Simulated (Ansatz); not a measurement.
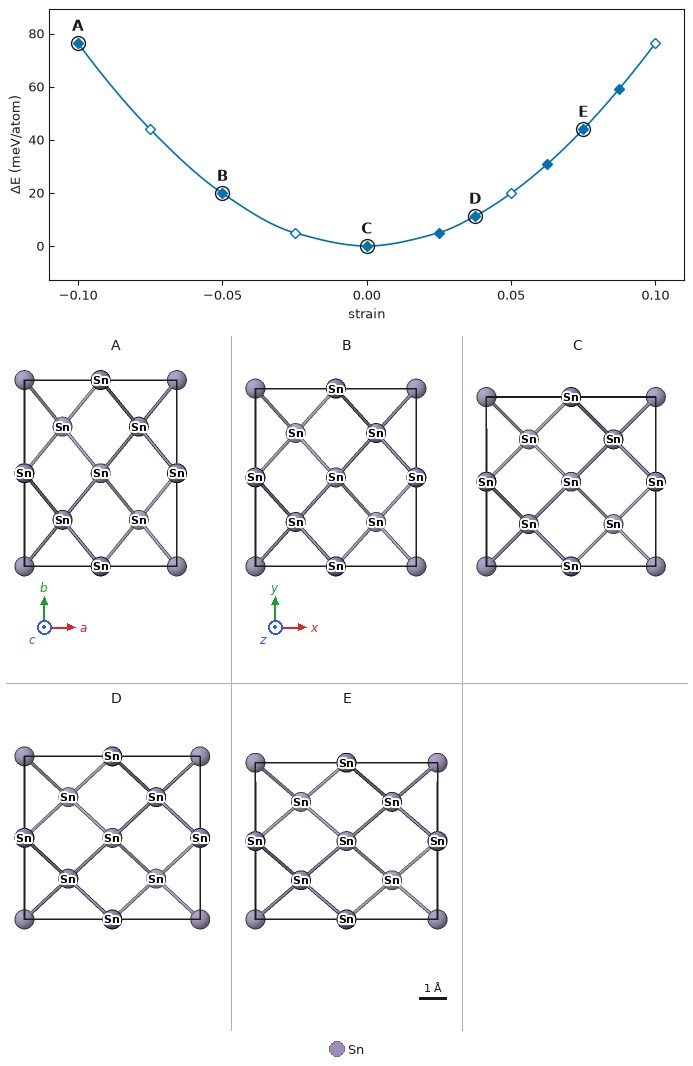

A scan of a crystal of Sn (Fd-3m): the cell is strained along x and oppositely along y, with the atoms kept at their fractional coordinates. x, y and z are the Cartesian axes of the input. The lettered frames are marked on the plot. Hollow markers are points alike by symmetry, not computed again. A ball-and-stick model of the conventional cell (4 times the calculation's cell), seen along the c axis. Lengths and directions refer to the drawn axes.

The calculation used DFT r2SCAN, scalar-relativistic, plane waves, PAW in Ansatz. (plane-wave cutoff 500 eV; k-point mesh 12 × 12 × 12; occupations gaussian; smearing width 0.15 eV; no spin polarisation). Energies (free energies at the smearing named) are counted from the cell as listed in its source, which wasn't relaxed.

What does the scan show?

Of the computed points the lowest is at the strain 0.00, 0.0 meV/atom. The end points stand at 76.4 meV/atom (−0.10) and 76.4 meV/atom (0.10). The unrelaxed reference is under a pressure of 1.6 GPa. The distortion takes the space group from Fd-3m to Fddd. At the strain −0.10 the cell of the drawing goes a 6.491 → 5.842 Å, b 6.491 → 7.140 Å.
